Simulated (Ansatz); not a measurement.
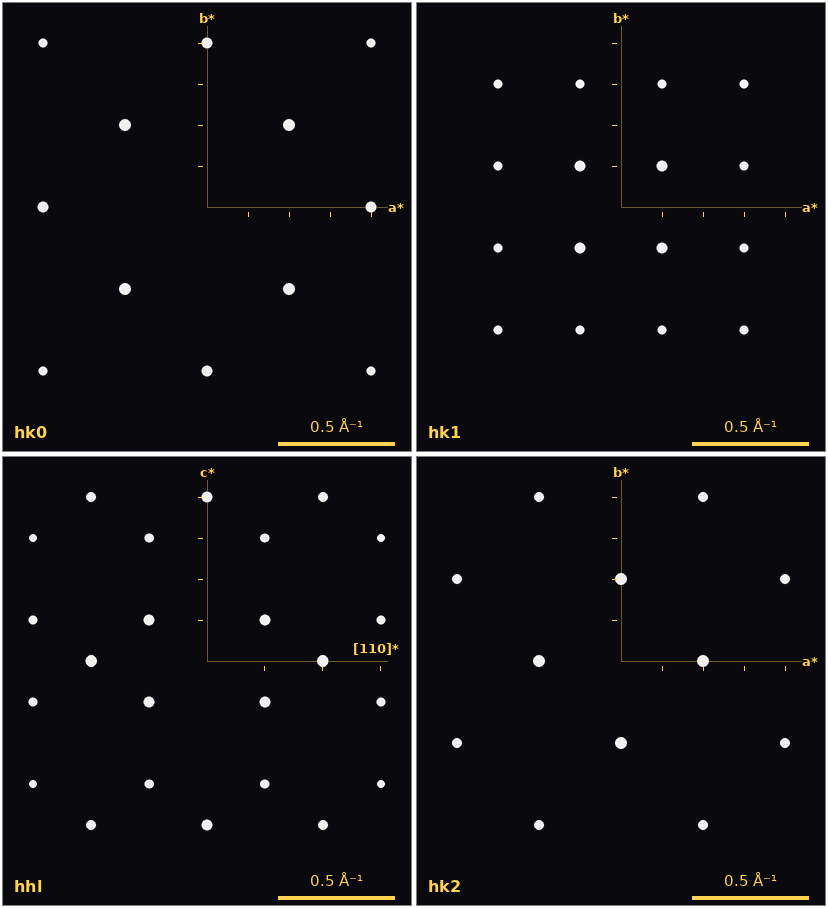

Simulated precession-type sections (X-rays; kinematic intensities, B = 0.5 Å²). The ticks mark integer indices of the conventional cell.

The compound is Rh. Structure: the input geometry of an electronic-structure calculation (not necessarily at equilibrium); the starting structure was generated, so it need not be a known form of this composition.

**What cell do the layers give?**

a* = 0.178, b* = 0.178, c* = 0.178 Å⁻¹; the cell is cubic with a = 5.62 Å.

**List the systematic absences.**

Reflections are present only under these conditions. hkl: h + k = 2n, h + l = 2n; hk0: h = 2n, h + k = 4n; hhl: h + l = 2n; h00: h = 4n. The lattice is face-centred (F). Further gaps, such as 2 2 2, 4 4 2, come from atoms on special positions, not from the group's general conditions.

**Which space groups fit?**

The intensities have Laue symmetry m-3m (the hk0 layer shows 4mm, hk1 shows 4mm). With these conditions only Fd-3m (No. 227) fits.
